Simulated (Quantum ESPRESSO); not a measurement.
# LiCl (Fm-3m): a volume series of phonon spectra, part 8 of 9

Wanted: mode Grüneisen parameters of LiCl and a free-energy fit over volumes.

Measurements to reproduce:
- volume expansion coefficient 131.4 1e-6/K and heat capacity C_P per formula unit 48.1 J/mol/K near room temperature (given in “High-Throughput Prediction of Finite-Temperature Properties using the Quasi-Harmonic Approximation”, 2016, arXiv:1603.06924)
- volume expansion coefficient 131.1 1e-6/K near room temperature (given in “Descriptors for thermal expansion in solids”, 2017, arXiv:1701.03966)

Quantum ESPRESSO 7.5; DFT PBE, scalar-relativistic, plane waves, GBRV ultrasoft pseudopotentials.

So far. Step 20 (Self-consistent run, V/V0 0.97): The run ends at a pressure of 1.04 GPa. Step 21 (Born charges and dielectric tensor): The Born charges sum to zero within 0.0054 e; the rest is removed before use. Acoustic frequencies in this log differ from zero by the error of the sum rule, which ph.x does not impose.

The database entry behind the starting cell differs from later determinations by our own check (0.1 to 0.3 % short, probably kX units), so it need not match the best structure at ambient conditions.

### Step 22. Forces on a displaced cell

System of this step: LiCl. The cell holds 54 atoms: 27 Li and 27 Cl. Its edges and angles: a = 10.812 Å, b = 10.812 Å, c = 10.812 Å, α = 60.0°, β = 60.0°, γ = 60.0°. It derives from LiCl, repeated 3×3×3.

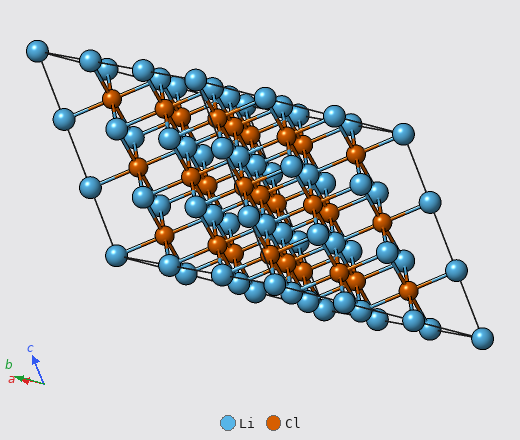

The cell of this step (lithium blue, chlorine orange). Bonds to atoms that aren't drawn are left out. Some periodic images of atoms are drawn too.

File disp-00001.in:

```
&CONTROL
  calculation = 'scf'
  prefix      = 'x'
  outdir      = './tmp'
  pseudo_dir  = './pseudo'
  tprnfor     = .true.
  disk_io     = 'none'
/
&SYSTEM
  ibrav       = 0
  nat         = 54
  ntyp        = 2
  ecutwfc     = 45.0
  ecutrho     = 270.0
  occupations = 'fixed'
  nbnd        = 137
/
&ELECTRONS
  conv_thr         = 1.0d-11
  mixing_beta      = 0.7
  electron_maxstep = 100
/
ATOMIC_SPECIES
 Li      6.9400  Li.upf
 Cl     35.4500  Cl.upf
CELL_PARAMETERS angstrom
     0.000000000    7.644930985    7.644930985
     7.644930985    0.000000000    7.644930985
     7.644930985    7.644930985    0.000000000
ATOMIC_POSITIONS crystal
 Li     0.001849871   0.000000000   0.000000000
 Li     0.333333333   0.000000000   0.000000000
 Li     0.666666667   0.000000000   0.000000000
 Li     0.000000000   0.333333333   0.000000000
 Li     0.333333333   0.333333333   0.000000000
 Li     0.666666667   0.333333333   0.000000000
 Li     0.000000000   0.666666667   0.000000000
 Li     0.333333333   0.666666667   0.000000000
 Li     0.666666667   0.666666667   0.000000000
 Li     0.000000000   0.000000000   0.333333333
 Li     0.333333333   0.000000000   0.333333333
 Li     0.666666667   0.000000000   0.333333333
 Li     0.000000000   0.333333333   0.333333333
 Li     0.333333333   0.333333333   0.333333333
 Li     0.666666667   0.333333333   0.333333333
 Li     0.000000000   0.666666667   0.333333333
 Li     0.333333333   0.666666667   0.333333333
 Li     0.666666667   0.666666667   0.333333333
 Li     0.000000000   0.000000000   0.666666667
 Li     0.333333333   0.000000000   0.666666667
 Li     0.666666667   0.000000000   0.666666667
 Li     0.000000000   0.333333333   0.666666667
 Li     0.333333333   0.333333333   0.666666667
 Li     0.666666667   0.333333333   0.666666667
 Li     0.000000000   0.666666667   0.666666667
 Li     0.333333333   0.666666667   0.666666667
 Li     0.666666667   0.666666667   0.666666667
 Cl     0.166666667   0.166666667   0.166666667
 Cl     0.500000000   0.166666667   0.166666667
 Cl     0.833333333   0.166666667   0.166666667
 Cl     0.166666667   0.500000000   0.166666667
 Cl     0.500000000   0.500000000   0.166666667
 Cl     0.833333333   0.500000000   0.166666667
 Cl     0.166666667   0.833333333   0.166666667
 Cl     0.500000000   0.833333333   0.166666667
 Cl     0.833333333   0.833333333   0.166666667
 Cl     0.166666667   0.166666667   0.500000000
 Cl     0.500000000   0.166666667   0.500000000
 Cl     0.833333333   0.166666667   0.500000000
 Cl     0.166666667   0.500000000   0.500000000
 Cl     0.500000000   0.500000000   0.500000000
 Cl     0.833333333   0.500000000   0.500000000
 Cl     0.166666667   0.833333333   0.500000000
 Cl     0.500000000   0.833333333   0.500000000
 Cl     0.833333333   0.833333333   0.500000000
 Cl     0.166666667   0.166666667   0.833333333
 Cl     0.500000000   0.166666667   0.833333333
 Cl     0.833333333   0.166666667   0.833333333
 Cl     0.166666667   0.500000000   0.833333333
 Cl     0.500000000   0.500000000   0.833333333
 Cl     0.833333333   0.500000000   0.833333333
 Cl     0.166666667   0.833333333   0.833333333
 Cl     0.500000000   0.833333333   0.833333333
 Cl     0.833333333   0.833333333   0.833333333
K_POINTS automatic
 2 2 2 0 0 0
```

Command:

```bash
OMP_NUM_THREADS=1 mpirun -n 2 pw.x -nk 2 -in disp-00001.in > disp-00001.out
```

The log of the run:

```text
[banner, memory and clock lines left out]
Program PWSCF v.7.5

     Message from routine setup:
     using ibrav=0 with symmetry is DISCOURAGED, use correct ibrav instead

     G-vector sticks info

     bravais-lattice index     =            0
     lattice parameter (alat)  =      20.4309  a.u.
     unit-cell volume          =    6030.4164 (a.u.)^3
     number of atoms/cell      =           54
     number of atomic types    =            2
     number of electrons       =       270.00
     number of Kohn-Sham states=          137
     kinetic-energy cutoff     =      45.0000  Ry
     charge density cutoff     =     270.0000  Ry
     scf convergence threshold =      1.0E-11
     mixing beta               =       0.7000
     number of iterations used =            8  plain     mixing
     Exchange-correlation=  SLA  PW   PBX  PBC
                           (   1   4   3   4   0   0   0)

     celldm(1)=  20.430897  celldm(2)=   0.000000  celldm(3)=   0.000000
     celldm(4)=   0.000000  celldm(5)=   0.000000  celldm(6)=   0.000000

     crystal axes: (cart. coord. in units of alat)
               a(1) = (   0.000000   0.707107   0.707107 )
               a(2) = (   0.707107   0.000000   0.707107 )
               a(3) = (   0.707107   0.707107   0.000000 )

     reciprocal axes: (cart. coord. in units 2 pi/alat)
               b(1) = ( -0.707107  0.707107  0.707107 )
               b(2) = (  0.707107 -0.707107  0.707107 )
               b(3) = (  0.707107  0.707107 -0.707107 )

     PseudoPot. # 1 for Li read from file:
     ./pseudo/Li.upf
     Pseudo is Ultrasoft, Zval =  3.0
     Using radial grid of  751 points,  5 beta functions with:
                l(1) =   0
                l(2) =   0
                l(3) =   0
[...]
Q(r) pseudized with 10 coefficients,  rinner =    1.150   1.150   1.150

     PseudoPot. # 2 for Cl read from file:
     ./pseudo/Cl.upf
     Pseudo is Ultrasoft + core correction, Zval =  7.0
     Using radial grid of  909 points,  6 beta functions with:
[...]
l(5) =   2
                l(6) =   2
     Q(r) pseudized with  8 coefficients,  rinner =    1.300   1.300   1.300
                                                       1.300   1.300

     atomic species   valence    mass     pseudopotential
     Li                3.00     6.94000     Li( 1.00)
     Cl                7.00    35.45000     Cl( 1.00)

      4 Sym. Ops. (no inversion) found

   Cartesian axes

     site n.     atom                  positions (alat units)
         1        Li     tau(   1) = (   0.0000000   0.0013081   0.0013081  )
         2        Li     tau(   2) = (   0.0000000   0.2357023   0.2357023  )
         3        Li     tau(   3) = (   0.0000000   0.4714045   0.4714045  )
[...]
26        Li     tau(  26) = (   0.9428090   0.7071068   0.7071068  )
        27        Li     tau(  27) = (   0.9428090   0.9428090   0.9428090  )
        28        Cl     tau(  28) = (   0.2357023   0.2357023   0.2357023  )
        29        Cl     tau(  29) = (   0.2357023   0.4714045   0.4714045  )
        30        Cl     tau(  30) = (   0.2357023   0.7071068   0.7071068  )
[...]
53        Cl     tau(  53) = (   1.1785113   0.9428090   0.9428090  )
        54        Cl     tau(  54) = (   1.1785113   1.1785113   1.1785113  )

     number of k points=     5
                       cart. coord. in units 2pi/alat
        k(    1) = (   0.0000000   0.0000000   0.0000000), wk =   0.2500000
        k(    2) = (  -0.3535534  -0.3535534   0.3535534), wk =   0.5000000
        k(    3) = (  -0.7071068   0.0000000   0.0000000), wk =   0.2500000
        k(    4) = (  -0.3535534  -0.3535534  -0.3535534), wk =   0.5000000
        k(    5) = (  -0.0000000  -0.7071068   0.0000000), wk =   0.5000000

     Dense  grid:   452151 G-vectors     FFT dimensions: ( 108, 108, 108)

     Smooth grid:   246089 G-vectors     FFT dimensions: (  90,  90,  90)

     Initial potential from superposition of free atoms

     starting charge     257.8297, renormalised to     270.0000

     negative rho (up, down):  4.257E-01 0.000E+00
     Starting wfcs are  243 randomized atomic wfcs

     per-process dynamical memory:   832.6 Mb

     Self-consistent Calculation

     iteration #  1     ecut=    45.00 Ry     beta= 0.70
     Davidson diagonalization with overlap
     ethr =  1.00E-02,  avg # of iterations =  1.8

     Threshold (ethr) on eigenvalues was too large:
     Diagonalizing with lowered threshold

     Davidson diagonalization with overlap
     ethr =  1.67E-04,  avg # of iterations =  3.0

     negative rho (up, down):  4.004E-01 0.000E+00

     total energy              =   -1296.80463492 Ry
     estimated scf accuracy    <       0.46855294 Ry

     iteration #  2     ecut=    45.00 Ry     beta= 0.70
     Davidson diagonalization with overlap
     ethr =  1.74E-04,  avg # of iterations =  2.0

     negative rho (up, down):  3.923E-01 0.000E+00

     total energy              =   -1296.82789204 Ry
     estimated scf accuracy    <       0.02360904 Ry

     iteration #  3     ecut=    45.00 Ry     beta= 0.70
[...]
total energy              =   -1296.84228830 Ry
     estimated scf accuracy    <       0.00092963 Ry

[...]
ethr =  6.95E-10,  avg # of iterations =  4.8

     negative rho (up, down):  3.911E-01 0.000E+00

     total energy              =   -1296.84364353 Ry
     estimated scf accuracy    <       0.00000037 Ry

     iteration #  9     ecut=    45.00 Ry     beta= 0.70
     Davidson diagonalization with overlap
     ethr =  1.36E-10,  avg # of iterations =  5.4

     negative rho (up, down):  3.910E-01 0.000E+00

     total energy              =   -1296.84364367 Ry
     estimated scf accuracy    <       0.00000001 Ry

     iteration # 10     ecut=    45.00 Ry     beta= 0.70
     Davidson diagonalization with overlap
```

Run time: 19 min. Hardware: 2 MPI ranks of Arm Neoverse V1, shared host.

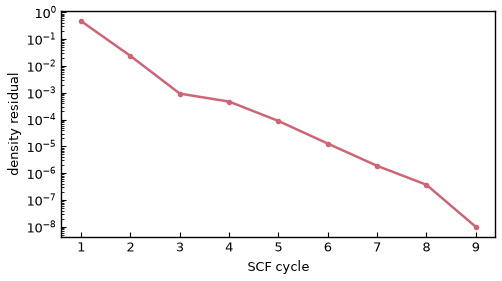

Residual by cycle in this run.

The run was cut off at its time limit.

After 9 cycles the residual stands at 1.0e-8.

### Step 23. Ground state at this cell, V/V0 1.05

A tight ground state at this cell gives the energy of this member; its pressure is the stress at this cutoff, which can carry an offset from the finite basis.

System of this step: LiCl. The structure is cubic, space group Fm-3m (No. 225). Conventional cell: a = 5.233 Å, b = 5.233 Å, c = 5.233 Å, α = 90.00°, β = 90.00°, γ = 90.00°. Li has 6 Cl at 2.62 Å nearest. Nearest to Cl lie 6 Li at 2.62 Å. Farther neighbours and most contacts between anions are not listed.

The cell differs from the one that the last finished run ended in (a 3.604 → 3.700 Å, b 3.604 → 3.700 Å, c 3.604 → 3.700 Å).

File scf.in:

```
&CONTROL
  calculation = 'scf'
  prefix      = 'x'
  outdir      = './tmp'
  pseudo_dir  = './pseudo'
  tprnfor     = .true.
  tstress     = .true.
/
&SYSTEM
  ibrav       = 0
  nat         = 2
  ntyp        = 2
  ecutwfc     = 45.0
  ecutrho     = 270.0
  occupations = 'fixed'
  nbnd        = 7
/
&ELECTRONS
  conv_thr         = 1.0d-12
  mixing_beta      = 0.7
  electron_maxstep = 100
/
ATOMIC_SPECIES
 Li      6.9400  Li.upf
 Cl     35.4500  Cl.upf
CELL_PARAMETERS angstrom
     0.000000000    2.616524683    2.616524683
     2.616524683    0.000000000    2.616524683
     2.616524683    2.616524683    0.000000000
ATOMIC_POSITIONS crystal
 Li     0.000000000   0.000000000   0.000000000
 Cl     0.500000000   0.500000000   0.500000000
K_POINTS automatic
 8 8 8 0 0 0
```

Command:

```bash
OMP_NUM_THREADS=1 mpirun -n 4 pw.x -nk 4 -in scf.in > scf.out
```

The log of the run:

```text
[banner, memory and clock lines left out]
Program PWSCF v.7.5

     Message from routine setup:
     using ibrav=0 with symmetry is DISCOURAGED, use correct ibrav instead

     G-vector sticks info

     bravais-lattice index     =            0
     lattice parameter (alat)  =       6.9926  a.u.
     unit-cell volume          =     241.7693 (a.u.)^3
     number of atoms/cell      =            2
     number of atomic types    =            2
     number of electrons       =        10.00
[...]
Total force =     0.000000     Total SCF correction =     0.000000

     Computing stress (Cartesian axis) and pressure

     negative rho (up, down):  1.461E-02 0.000E+00
          total   stress  (Ry/bohr**3)                   (kbar)     P=      -13.98
  -0.00009501   0.00000000  -0.00000000          -13.98        0.00       -0.00
   0.00000000  -0.00009501   0.00000000            0.00      -13.98        0.00
  -0.00000000   0.00000000  -0.00009501           -0.00        0.00      -13.98

     XML data file, charge density, pseudopotentials, collected wavefunctions
[key lines of the parts left out:]
!    total energy              =     -48.03094056 Ry
convergence has been achieved in  11 iterations
```

Wall time 3.6 s (4 MPI ranks); 14 s of CPU time.

The run ends at a pressure of -1.40 GPa.

### Step 24. Born charges and dielectric tensor

In a polar crystal the Born charges and ε∞ give the long-range dipole term that a finite supercell misses. They are those of this k-mesh and were not tested on a denser one; where the gap is small they converge slowly, and the LO modes with them.

File ph.in:

```
phonons
&INPUTPH
  prefix = 'x'
  outdir = './tmp'
  fildyn = 'x.dyn'
  tr2_ph = 1.0d-18
  epsil  = .true.
/
0.000000000 0.000000000 0.000000000
```

scf.in is that of step 23.

Command:

```bash
OMP_NUM_THREADS=1 mpirun -n 4 ph.x -nk 4 -in ph.in > ph.out
```

The log of the run:

```text
[banner, memory and clock lines left out]
Program PHONON v.7.5

     ./tmp/x.save/

     IMPORTANT: XC functional enforced from input :
     Exchange-correlation= PBE
                           (   1   4   3   4   0   0   0)
     Any further DFT definition will be discarded
     Please, verify this is what you really want

     G-vector sticks info

     negative rho (up, down):  1.461E-02 0.000E+00
     Reading collected, re-writing distributed wavefunctions in ./tmp/

     Number and degeneracy of irreps per q-point
[...]
freq (    1) =      -0.092032 [THz] =      -3.069874 [cm-1]
     freq (    2) =      -0.092032 [THz] =      -3.069874 [cm-1]
     freq (    3) =      -0.092032 [THz] =      -3.069874 [cm-1]
     freq (    4) =       3.943649 [THz] =     131.545970 [cm-1]
     freq (    5) =       3.943649 [THz] =     131.545970 [cm-1]
     freq (    6) =       3.943649 [THz] =     131.545970 [cm-1]
 **************************************************************************

     Mode symmetry, O_h (m-3m)  point group:

     freq (   1-   3) =         -3.1  [cm-1]   --> T_1u G_15  G_4- I
     freq (   4-   6) =        131.5  [cm-1]   --> T_1u G_15  G_4- I
```

Elapsed: 41 s, on 4 MPI ranks; 2.7 min of CPU time.

ε∞:

```
2.89 0.00 0.00
0.00 2.89 0.00
0.00 0.00 2.89
```

The Born charges sum to zero within 0.0053 e; the rest is removed before use. Acoustic frequencies in this log differ from zero by the error of the sum rule, which ph.x does not impose.

(Continued in part 9 of 9.)

[Logs are printed without paths, hosts, clocks, repeated set-up lines and the standing remarks that a program may print on its own settings, such as how far it seeks lower states.]

[Hosts, paths, dates, database ids (printed as entryN), source tags and the programs' standing remarks are cut or masked in the printed files.]

[A step with changed settings may run another functional than the one named; its input shows which.]

[Of the runs on displaced cells, only some may be shown.]
